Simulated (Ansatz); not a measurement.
**Geometry relaxation, with input and output: CaO (part 3 of 3)**

The same run, continued: CaO (C2/c, 4 atoms in the cell); DFT r2SCAN, scalar-relativistic, plane waves, PAW (Ansatz 0.2.0); cutoff 500 eV, 6×6×4 k-mesh, Gaussian smearing of 0.1 eV. The structure was made by swapping elements on the sites of another compound; it need not be a known phase. The run did not end well. It belongs to a series of runs on one base structure; here: Cu -> Ca on all its sites, cell and atoms relaxed.

Geometry of the input (Å; fractional positions):
```
3.2890  0.0014  -0.0001
0.0460  3.2887  0.0000
0.0197  0.0197  5.9189
Ca 0.5000  -0.0000  0.5000
Ca -0.0000  0.5000  -0.0000
O  0.0015  0.9984  0.2500
O  0.9985  0.0016  0.7500
```

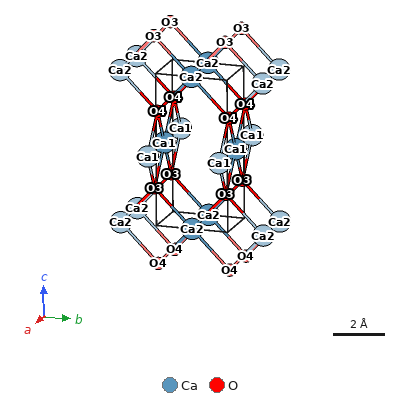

*The geometry at step 7 of the log (ball-and-stick view of the cell of the calculation, seen slightly off an axis; neighbours outside the cell are drawn fainter; atoms are numbered from 1 in the order of the input).*

**Output, continued**
```
SCF iter   1: F=—  HF=-4787.976542 eV  |F-HF|=—  |Δ(HF+E_count)|=         —  Δρ=1.44e-2  dr2=5.96e-2  dr2_τ=1.47e0  ethr=1.86e-4  ⟨swp⟩=1.0  Hψ=11261  notcnv=0
preconditioner: auto → none  [insulator: Δε(μ)=4.023 eV  Ē_g=18.111 eV  σ=0.100 eV  W_gap=1.00  n_scr=16 (ndim 8)  ℏωp=26.6 eV  f_vac=0.000  D(μ)=0.00/eV (n_scr^D=0)  ε∞_Penn≈3.2]
SCF iter   2: F=—  HF=-4788.105052 eV  |F-HF|=—  |Δ(HF+E_count)|=   1.29e-1  Δρ=5.89e-3  dr2=8.58e-3  dr2_τ=1.86e-3  ethr=1.86e-4  ⟨swp⟩=2.1  Hψ=2900  notcnv=0
SCF iter   3: F=—  HF=-4788.108672 eV  |F-HF|=—  |Δ(HF+E_count)|=   3.62e-3  Δρ=3.83e-3  dr2=7.00e-3  dr2_τ=8.92e-4  ethr=2.68e-5  ⟨swp⟩=2.0  Hψ=2197  notcnv=0
SCF iter   4: F=—  HF=-4788.107297 eV  |F-HF|=—  |Δ(HF+E_count)|=   1.37e-3  Δρ=9.02e-4  dr2=1.82e-4  dr2_τ=3.28e-5  ethr=2.19e-5  ⟨swp⟩=2.0  Hψ=2082  notcnv=0
SCF iter   5: F=—  HF=-4788.107511 eV  |F-HF|=—  |Δ(HF+E_count)|=   2.14e-4  Δρ=1.85e-4  dr2=4.93e-6  dr2_τ=1.08e-6  ethr=5.69e-7  ⟨swp⟩=2.4  Hψ=2620  notcnv=0
SCF iter   6: F=-4788.107518 eV  HF=-4788.107518 eV  |F-HF|=1.80e-9  |Δ(HF+E_count)|=   6.63e-6  Δρ=1.71e-5  dr2=8.30e-8  dr2_τ=1.66e-8  ethr=1.25e-9  ⟨swp⟩=4.8  Hψ=8405  notcnv=0
SCF 13 converged in 6 iterations: F = -4788.107518 eV  dr2 = 8.30e-8
relax step  13: F+E_penalty+E_count = -4788.10751785 eV  Δ(F+E_penalty+E_count) = -1.933e-1 eV  max|allowed force component| = 6.410e-2 eV/Å  Δτ_max = 0.1820 Å  P = -0.135 GPa  Ω = 54.637 Å³  energy of the carried Pulay correction = +3.878e-3 eV  (6 SCF iters, dr2 threshold 4.00e-7 eV, accepted)
Crystal: 4 atoms, lattice volume = 54.553 Å³
iter 1 solved again at ethr=2.46e-6 eV; its pass at ethr=3.10e-3 eV (dr2=7.86e-4 eV) is discarded
SCF iter   1: F=—  HF=-4788.111368 eV  |F-HF|=—  |Δ(HF+E_count)|=         —  Δρ=1.70e-3  dr2=7.87e-4  dr2_τ=2.42e-2  ethr=2.46e-6  ⟨swp⟩=1.4  Hψ=9618  notcnv=0
preconditioner: auto → none  [insulator: Δε(μ)=4.092 eV  Ē_g=18.185 eV  σ=0.100 eV  W_gap=1.00  n_scr=16 (ndim 8)  ℏωp=26.6 eV  f_vac=0.000  D(μ)=0.00/eV (n_scr^D=0)  ε∞_Penn≈3.1]
SCF iter   2: F=—  HF=-4788.109748 eV  |F-HF|=—  |Δ(HF+E_count)|=   1.62e-3  Δρ=6.88e-4  dr2=1.53e-4  dr2_τ=1.98e-5  ethr=2.46e-6  ⟨swp⟩=2.0  Hψ=2568  notcnv=0
SCF iter   3: F=—  HF=-4788.109762 eV  |F-HF|=—  |Δ(HF+E_count)|=   1.35e-5  Δρ=1.69e-4  dr2=9.06e-6  dr2_τ=2.07e-6  ethr=4.79e-7  ⟨swp⟩=2.7  Hψ=2599  notcnv=0
SCF iter   4: F=—  HF=-4788.109763 eV  |F-HF|=—  |Δ(HF+E_count)|=   1.57e-6  Δρ=6.93e-5  dr2=1.39e-6  dr2_τ=2.11e-7  ethr=2.83e-8  ⟨swp⟩=2.0  Hψ=2072  notcnv=0
SCF iter   5: F=-4788.109764 eV  HF=-4788.109763 eV  |F-HF|=1.08e-7  |Δ(HF+E_count)|=   2.60e-7  Δρ=4.07e-5  dr2=3.89e-7  dr2_τ=5.83e-8  ethr=1.25e-9  ⟨swp⟩=6.1  Hψ=6961  notcnv=0
SCF 14 converged in 5 iterations: F = -4788.109764 eV  dr2 = 3.89e-7
  greatest PAW one-centre occupation: 0.995 electrons in one spin orbital (limit 2), on the Ca atom at site 1 (counted from 0), in its partial waves of l = 0
relax step  14: F+E_penalty+E_count = -4788.10976359 eV  Δ(F+E_penalty+E_count) = -2.246e-3 eV  max|allowed force component| = 1.672e-3 eV/Å  Δτ_max = 0.0229 Å  P = -0.086 GPa  Ω = 54.553 Å³  energy of the carried Pulay correction = +3.918e-3 eV  (5 SCF iters, dr2 threshold 4.00e-7 eV, accepted)
Basis set: ecut = 500 eV, 1401 PW (Γ), exchange–correlation on 100×100×180 points (64 copies of the dense FFT grid, shifted against one another)
Initial wavefunctions: pseudopotential atomic-orbital guess (no wavefunctions were taken with the density)
iter 1 solved again at ethr=3.51e-6 eV; its pass at ethr=3.10e-3 eV (dr2=1.12e-3 eV) is discarded
SCF iter   1: F=—  HF=-4788.176891 eV  |F-HF|=—  |Δ(HF+E_count)|=         —  Δρ=2.42e-3  dr2=5.24e-4  dr2_τ=9.79e-4  ethr=3.51e-6  ⟨swp⟩=2.4  Hψ=11486  notcnv=0
preconditioner: auto → none  [insulator: Δε(μ)=4.120 eV  Ē_g=18.187 eV  σ=0.100 eV  W_gap=1.00  n_scr=16 (ndim 8)  ℏωp=26.6 eV  f_vac=0.000  D(μ)=0.00/eV (n_scr^D=0)  ε∞_Penn≈3.1]
SCF iter   2: F=—  HF=-4788.178200 eV  |F-HF|=—  |Δ(HF+E_count)|=   1.31e-3  Δρ=1.21e-3  dr2=2.39e-4  dr2_τ=1.79e-4  ethr=1.64e-6  ⟨swp⟩=2.0  Hψ=2128  notcnv=0
SCF iter   3: F=—  HF=-4788.178463 eV  |F-HF|=—  |Δ(HF+E_count)|=   2.64e-4  Δρ=7.16e-4  dr2=6.35e-5  dr2_τ=5.68e-5  ethr=7.46e-7  ⟨swp⟩=2.0  Hψ=2103  notcnv=0
Step cancelled. What follows is not a result of the run: it is the report of the last solve that finished, which converged after 5 SCF iterations.
Free energy (F): -4788.109764 eV
Harris-Foulkes:  -4788.109763 eV  (|F-HF|=1.08e-7)
Internal energy: -4788.109764 eV  (E = F + TS)
E sigma→0 (E₀):  -4788.109764 eV
Fermi energy:    9.656331 eV
--- Per-component energies (eV) ---
  E_band       = -221.616968
  E_kinetic    = 915.924658
  E_local      = -1764.095484  (includes V_loc(G=0)·N_el)
  E_nonlocal   = 220.346229
  E_hartree    = 585.553014
  E_xc         = -425.186608
  E_vxc        = -606.234766  (∫ρ·V_xc dr)
  E_paw        = -2047.200936  (= ΣΔE_a)
  E_vpaw       = -195.940022  (= ΣTr[D̂ρ^β])
  E_aug_tail   = 0.003785  (compensation charges beyond the density's cutoff)
  E_vtau       = 37.278017  (kinetic-family band-sum trace: ∫τ·v_τ [+ j·A + Jᵃ·Aᵃ] dr)
  E_ewald      = -2272.949209
  E_core_change = -0.505212  (= ΣΔE_core)
  E_smearing   = -0.000000  (= −TS)
  E_closure    = -0.000000  (closes the sum)
  Σ components = -4788.109764   (vs F -4788.109764, Δ=0.00e0)
--- Forces (eV/Å), atoms counted from 1 ---
  atom   1  Ca     0.00000000     0.00000000     0.00000000
  atom   2  Ca     0.00000000     0.00000000     0.00000000
  atom   3  O     -0.00096878     0.00167150     0.00051000
  atom   4  O      0.00096878    -0.00167150    -0.00051000
  max |Σ_I F_I| component: 0.00e0 eV/Å
--- Stress (GPa, compression-positive) ---
       -0.162020      -0.079118      -0.065275
       -0.079118      -0.160342      -0.063583
       -0.065276      -0.063584      -0.149114
  P = ⅓ Tr σ = -0.1572 GPa (-1.572 kbar)
--- Band table (eV; the first three rows and the last of 76) ---
  k-point 0: bands = ["-31.4369", "-31.3309", "-12.5999", "-11.3748", "-11.3543", "-11.3202", "-11.3202", "-11.3048", "-8.9635", "-7.6082", "4.8978", "6.3210", "6.3830", "7.5162", "7.5173", "7.6079", "13.1157", "14.3874", "14.3899", "14.5541"]
  k-point 1: bands = ["-31.4216", "-31.3466", "-12.4562", "-11.5770", "-11.3669", "-11.3478", "-11.3283", "-11.3162", "-8.6933", "-7.7640", "5.2022", "6.4707", "6.5351", "7.0051", "7.3098", "7.3882", "13.7970", "14.3557", "14.6659", "14.8163"]
  k-point 2: bands = ["-31.3844", "-31.3842", "-12.0670", "-12.0669", "-11.3478", "-11.3477", "-11.3322", "-11.3320", "-8.1799", "-8.1798", "6.0121", "6.0121", "6.8624", "6.8625", "6.9329", "6.9330", "14.4727", "14.4730", "15.2524", "15.2526"]
  k-point 75: bands = ["-31.3079", "-31.3077", "-12.2299", "-12.2299", "-11.5639", "-11.5637", "-11.4800", "-11.4798", "-8.1320", "-8.1319", "5.7733", "5.7735", "6.4504", "6.4506", "6.6969", "6.6971", "13.4605", "13.4607", "16.1993", "16.1994"]
End of that report.
Error: SIGTERM received: cancelled by the caller after 3 completed SCF iterations
```

**Trajectory as extended XYZ (Å, eV, eV/Å), 14 frames, from step=1 to step=14**
```
4
Lattice="3.2890 0.0014 -0.0001 0.0460 3.2887 0.0000 0.0197 0.0197 5.9189" Properties=species:S:1:pos:R:3:forces:R:3 step=1 energy=-4785.75857 pressure_GPa=8.74
Ca    1.6544    0.0106    2.9594    0.0000   0.0000   0.0000
Ca    0.0230    1.6444    0.0000    0.0000   0.0000   0.0000
O     0.0559    3.2884    1.4797    0.0115  -0.0113  -0.0002
O     3.2988    0.0214    4.4391   -0.0115   0.0113   0.0002
4
Lattice="3.3875 0.0251 0.0016 0.0710 3.3867 0.0019 0.0236 0.0237 6.0667" Properties=species:S:1:pos:R:3:forces:R:3 step=2 energy=-4785.90870 pressure_GPa=0.49
Ca    1.7056    0.0244    3.0341    0.0000   0.0000   0.0000
Ca    0.0355    1.6934    0.0009    0.0000   0.0000   0.0000
O     0.0839    3.3853    1.5186    0.0089  -0.0090  -0.0003
O     3.3982    0.0502    4.5516   -0.0089   0.0090   0.0003
4
Lattice="3.3906 0.0745 0.0045 0.1205 3.3894 0.0048 0.0291 0.0293 6.0955" Properties=species:S:1:pos:R:3:forces:R:3 step=3 energy=-4785.92311 pressure_GPa=-0.21
Ca    1.7098    0.0519    3.0500    0.0000   0.0000   0.0000
Ca    0.0602    1.6947    0.0024    0.0000   0.0000   0.0000
O     0.1378    3.3862    1.5286    0.0129  -0.0132   0.0006
O     3.4023    0.1070    4.5761   -0.0129   0.0132  -0.0006
4
Lattice="3.3945 0.2369 0.0103 0.2829 3.3910 0.0109 0.0406 0.0410 6.0963" Properties=species:S:1:pos:R:3:forces:R:3 step=4 energy=-4786.02835 pressure_GPa=-0.83
Ca    1.7176    0.1390    3.0533    0.0000   0.0000   0.0000
Ca    0.1415    1.6955    0.0054    0.0000   0.0000   0.0000
O     0.3101    3.3835    1.5350    0.0299  -0.0305   0.0000
O     3.4080    0.2854    4.5826   -0.0299   0.0305   0.0000
4
Lattice="3.3862 0.3908 0.0162 0.4367 3.3805 0.0169 0.0521 0.0526 6.1148" Properties=species:S:1:pos:R:3:forces:R:3 step=5 energy=-4786.19215 pressure_GPa=-1.61
Ca    1.7192    0.2217    3.0655    0.0000   0.0000   0.0000
Ca    0.2184    1.6903    0.0085    0.0000   0.0000   0.0000
O     0.4747    3.3679    1.5456    0.0529  -0.0538   0.0000
O     3.4004    0.4561    4.6023   -0.0529   0.0538   0.0000
4
Lattice="3.3611 0.5241 0.0224 0.5697 3.3536 0.0232 0.0639 0.0645 6.1051" Properties=species:S:1:pos:R:3:forces:R:3 step=6 energy=-4786.36766 pressure_GPa=-1.35
Ca    1.7125    0.2943    3.0638    0.0000   0.0000   0.0000
Ca    0.2848    1.6768    0.0116    0.0000   0.0000   0.0000
O     0.6192    3.3351    1.5495    0.0855  -0.0870   0.0000
O     3.3754    0.6072    4.6012   -0.0855   0.0870   0.0000
4
Lattice="3.3409 0.6635 0.0323 0.7088 3.3315 0.0334 0.0824 0.0832 6.1131" Properties=species:S:1:pos:R:3:forces:R:3 step=7 energy=-4786.53137 pressure_GPa=-1.87
Ca    1.7117    0.3734    3.0727    0.0000   0.0000   0.0000
Ca    0.3544    1.6657    0.0167    0.0000   0.0000   0.0000
O     0.7785    3.3018    1.5617    0.1330  -0.1355   0.0000
O     3.3536    0.7765    4.6171   -0.1330   0.1355   0.0000
4
Lattice="3.2997 0.7809 0.0608 0.8256 3.2887 0.0625 0.1340 0.1353 6.0799" Properties=species:S:1:pos:R:3:forces:R:3 step=8 energy=-4786.66204 pressure_GPa=-0.67
Ca    1.7169    0.4581    3.0703    0.0000   0.0000   0.0000
Ca    0.4128    1.6443    0.0312    0.0000   0.0000   0.0000
O     0.9470    3.2321    1.5825    0.2650  -0.2701   0.0003
O     3.3123    0.9727    4.6207   -0.2650   0.2701  -0.0003
4
Lattice="3.2799 0.8558 0.1312 0.9003 3.2677 0.1343 0.2610 0.2631 6.0189" Properties=species:S:1:pos:R:3:forces:R:3 step=9 energy=-4786.88341 pressure_GPa=-0.51
Ca    1.7705    0.5594    3.0750    0.0000   0.0000   0.0000
Ca    0.4501    1.6339    0.0672    0.0000   0.0000   0.0000
O     1.1511    3.1432    1.6391    0.5196  -0.5287   0.0015
O     3.2902    1.2434    4.6453   -0.5196   0.5287  -0.0015
4
Lattice="3.2730 0.8687 0.1988 0.9130 3.2605 0.2027 0.3827 0.3845 5.9679" Properties=species:S:1:pos:R:3:forces:R:3 step=10 energy=-4787.20840 pressure_GPa=-1.34
Ca    1.8278    0.6266    3.0833    0.0000   0.0000   0.0000
Ca    0.4565    1.6302    0.1014    0.0000   0.0000   0.0000
O     1.2924    3.0662    1.6948    0.6375  -0.6465   0.0006
O     3.2763    1.4475    4.6745   -0.6375   0.6465  -0.0006
4
Lattice="3.2632 0.8732 0.2683 0.9175 3.2505 0.2722 0.5077 0.5077 5.8968" Properties=species:S:1:pos:R:3:forces:R:3 step=11 energy=-4787.58415 pressure_GPa=-1.75
Ca    1.8854    0.6905    3.0826    0.0000   0.0000   0.0000
Ca    0.4587    1.6252    0.1361    0.0000   0.0000   0.0000
O     1.4257    2.9882    1.7465    0.6339  -0.6394  -0.0009
O     3.2627    1.6433    4.6908   -0.6339   0.6394   0.0009
4
Lattice="3.2467 0.8807 0.3400 0.9247 3.2338 0.3429 0.6366 0.6332 5.8119" Properties=species:S:1:pos:R:3:forces:R:3 step=12 energy=-4787.91419 pressure_GPa=-0.78
Ca    1.9417    0.7569    3.0760    0.0000   0.0000   0.0000
Ca    0.4623    1.6169    0.1715    0.0000   0.0000   0.0000
O     1.5605    2.9069    1.7957    0.4675  -0.4672  -0.0014
O     3.2475    1.8408    4.6991   -0.4675   0.4672   0.0014
4
Lattice="3.2297 0.7895 0.4043 0.8333 3.2176 0.4047 0.7517 0.7421 5.7626" Properties=species:S:1:pos:R:3:forces:R:3 step=13 energy=-4788.10752 pressure_GPa=-0.13
Ca    1.9907    0.7658    3.0835    0.0000   0.0000   0.0000
Ca    0.4166    1.6088    0.2023    0.0000   0.0000   0.0000
O     1.6085    2.8077    1.8465    0.0641  -0.0625  -0.0178
O     3.2062    1.9415    4.7251   -0.0641   0.0625   0.0178
4
Lattice="3.2318 0.7989 0.4105 0.8427 3.2206 0.4105 0.7629 0.7525 5.7574" Properties=species:S:1:pos:R:3:forces:R:3 step=14 energy=-4788.10976 pressure_GPa=-0.09
Ca    1.9973    0.7757    3.0840    0.0000   0.0000   0.0000
Ca    0.4214    1.6103    0.2053    0.0000   0.0000   0.0000
O     1.6309    2.8030    1.8498   -0.0010   0.0017   0.0005
O     3.2065    1.9691    4.7286    0.0010  -0.0017  -0.0005
```

**Outcome**

| quantity | value |
| --- | --- |
| outcome | stopped at the time limit |
| space group (tolerance 0.01 Å) | C2/c (15) → C2/m (12) |
| final cell | a = 3.354 Å, b = 3.354 Å, c = 5.856 Å, α = 73.95°, β = 73.95°, γ = 60.94° |
| hardware | 1 thread of Intel Xeon @ 2.50GHz (Skylake/Cascade Lake), 192 GiB of memory available, shared host |
| wall time | 4.2 min |
| peak memory | 0.57 GiB |

The run was cut off by its time limit, so the output is incomplete.
